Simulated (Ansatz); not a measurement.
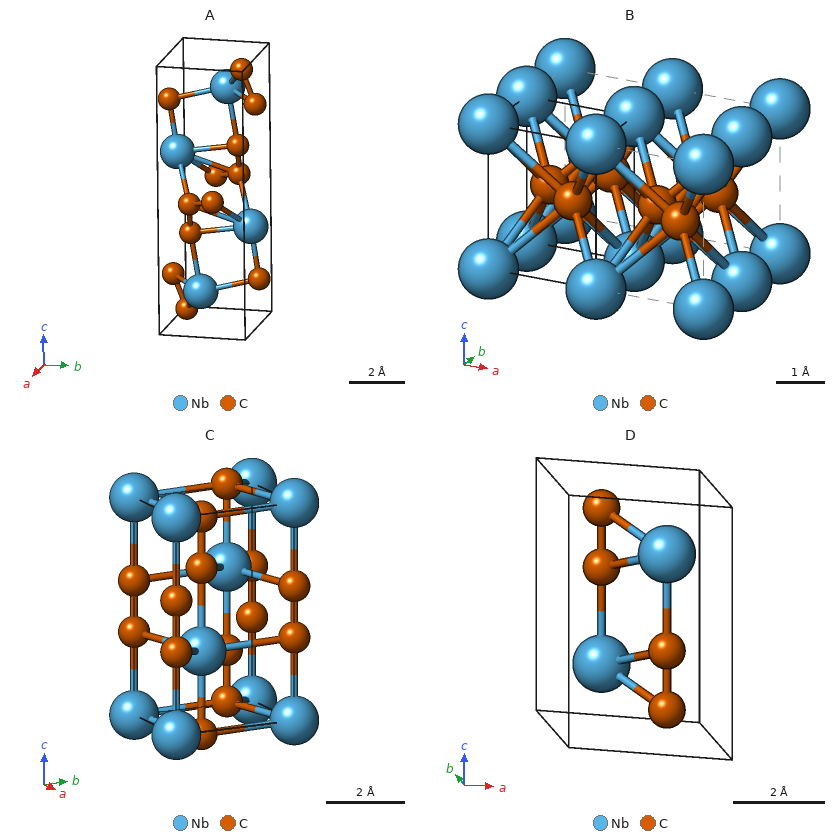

Four structures of NbC₂, each relaxed to rest (conventional cells in solid outline, small ones repeated, each panel with its own scale). Method: Ansatz 0.2.0, DFT PBE, scalar-relativistic, plane waves, PAW, without spin polarisation.

### What are the structures shown?

A: 12 atoms a cell on a primitive triclinic lattice, P-1; B: AlB₂ type, P6/mmm; C: 9 atoms a cell on a rhombohedral (trigonal R) lattice, R-3m; D: 6 atoms a cell on a primitive hexagonal lattice, P6_3/mmc.

### Which of these is lowest in energy, and how far above it do the others lie?

A, then D (+317 meV/atom), C (+374 meV/atom) and B (+992 meV/atom), energies at zero smearing.

### Collect the results in a table.

| panel | structure | E − E(lowest) (meV/atom) | volume (Å³/atom) | gap (eV) |
| --- | --- | --- | --- | --- |
| A | P-1 | 0 | 10.7 | metal |
| D | P6_3/mmc | 317 | 12.1 | metal |
| C | R-3m | 374 | 10.1 | metal |
| B | P6/mmm | 992 | 9.1 | metal |

Some of these may be structure types tried for this composition rather than known phases, and the most stable form need not be among them. Gaps are taken on the k-mesh or band path of each run.
